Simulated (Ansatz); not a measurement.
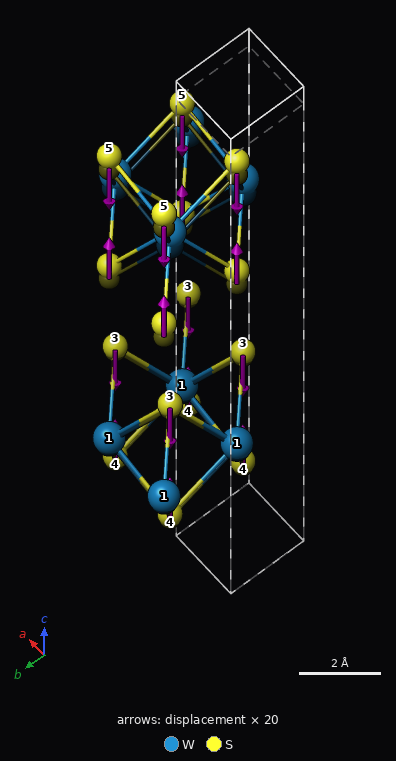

Crystalline WS2 (built on the 2H (MoS2) bulk type), drawn pale, and a changed version of it, drawn solid. The purple arrows show how the atoms are displaced (without the part that the change of the cell carries along), magnified 20 times. Besides, the cell is strained by +4.0 % along c and none across it (volume +4.0 %). A ball-and-stick model of the cell of the calculation, repeated 2 × 2 × 1 with one cell outlined, seen from a free direction.

Level of theory: Ansatz, DFT, r2SCAN, plane waves, PAW. Settings: plane-wave cutoff 500 eV; k-point mesh 12 × 12 × 2; occupations fixed; no spin polarisation.

Question: Describe the displacements and the computed response.

Answer: The S atoms are displaced by 0.06 Å relative to the cell. No relaxation follows. Energy change: −3.5 meV per atom. Pressure: 1.2 GPa before, 0.6 GPa after. The principal stresses (compression positive) are −0.3 GPa along c and 1.0 GPa across it. The largest forces, 0.048 eV/Å, act on 4 S atoms of the calculation's cell. The band gap: 1.15 eV before, 1.35 eV after. The space group stays P6_3/mmc (No. 194).

Limits of the set-up: layers or molecules are held without a dispersion correction, so their spacing is unreliable.
